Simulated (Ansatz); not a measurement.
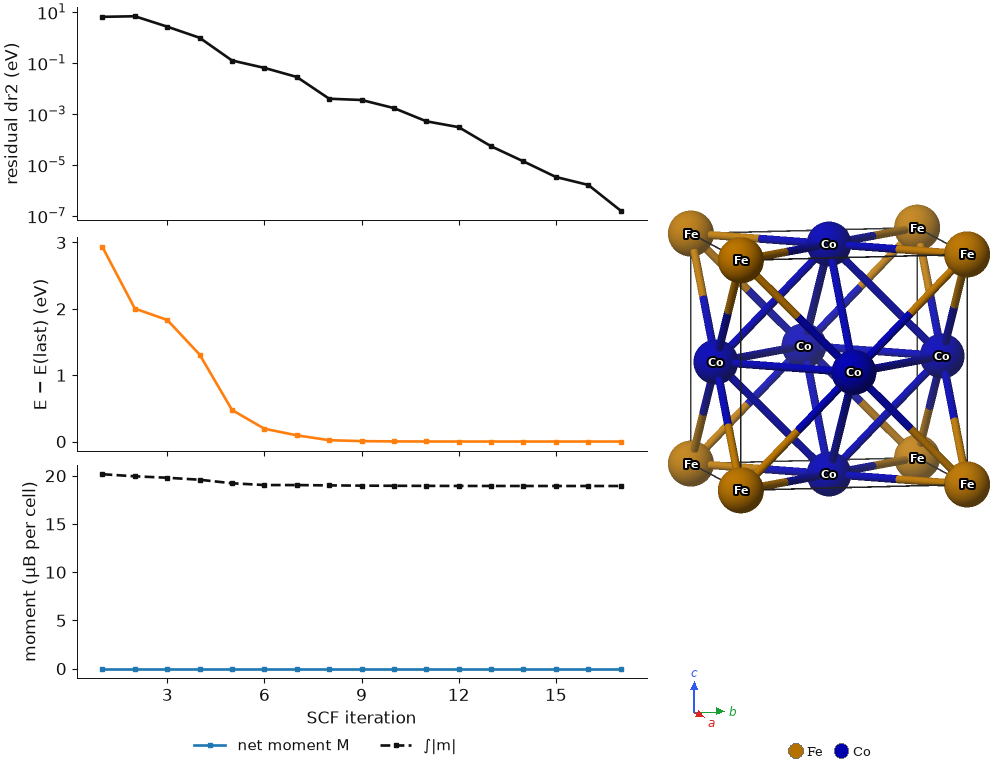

Beside the plot: the structure in its conventional cell.

The plot shows the SCF iterations of a calculation: density residual dr2, Harris–Foulkes energy less its last value, magnetic moments. dr2 is the charge part; the magnetisation has a residual of its own.

FeCo$_{3}$ (Pm-3m, 8 atoms in the cell); Ansatz, DFT r2SCAN, scalar-relativistic, plane waves, PAW; cutoff 500 eV, 12×12×6 k-mesh, Gaussian smearing of 0.1 eV, collinear spins.

### Did the calculation converge?

It did not finish: the time limit cut it off after 17 iterations. The residual is still falling at the last step (down to 1.6 × 10⁻⁷).

### What is the residual at the start and at the end?

It starts near 6 and ends near 2 × 10⁻⁷ eV.

### What happens to the magnetisation?

The net moment stays at 0.00 μB per cell, though in an unconverged run this needn't be final.
